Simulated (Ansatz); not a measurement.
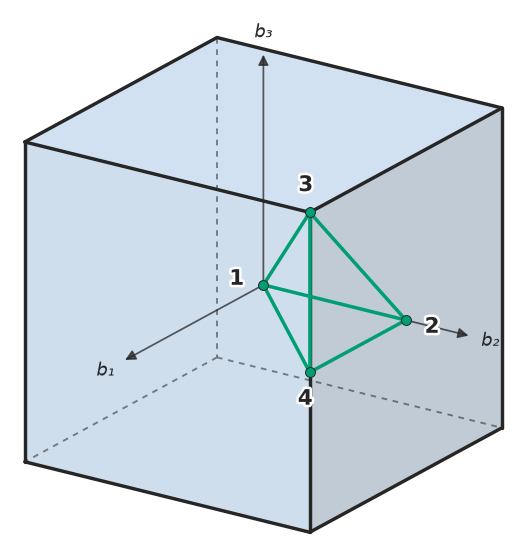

Crystal: Mo, the end point of a relaxation with DFT, BLYP, plane waves (420 eV) with PAW, scalar-relativistic (Ansatz 0.2.0); the starting structure was generated, so it need not be a known form of this composition. The first Brillouin zone of a simple cubic lattice (cP; extended symbol cP2) is drawn with its special points numbered. The drawing is computed from the coordinates (standard cell, symmetry found to 0.002 Å).

a = 5.107 Å, b = 5.107 Å, c = 5.107 Å, α = 90.00°, β = 90.00°, γ = 90.00°.

Labels and path follow the convention of Hinuma et al. (2017), as computed by seekpath; the arrows show the directions of the reciprocal primitive vectors b₁, b₂, b₃, in which coordinates are given.

**Give the label and coordinates of each numbered point.**

| no. | label | coordinates |
| --- | --- | --- |
| 1 | Γ | (0, 0, 0) |
| 2 | X | (0, 1/2, 0) |
| 3 | R | (1/2, 1/2, 1/2) |
| 4 | M | (1/2, 1/2, 0) |
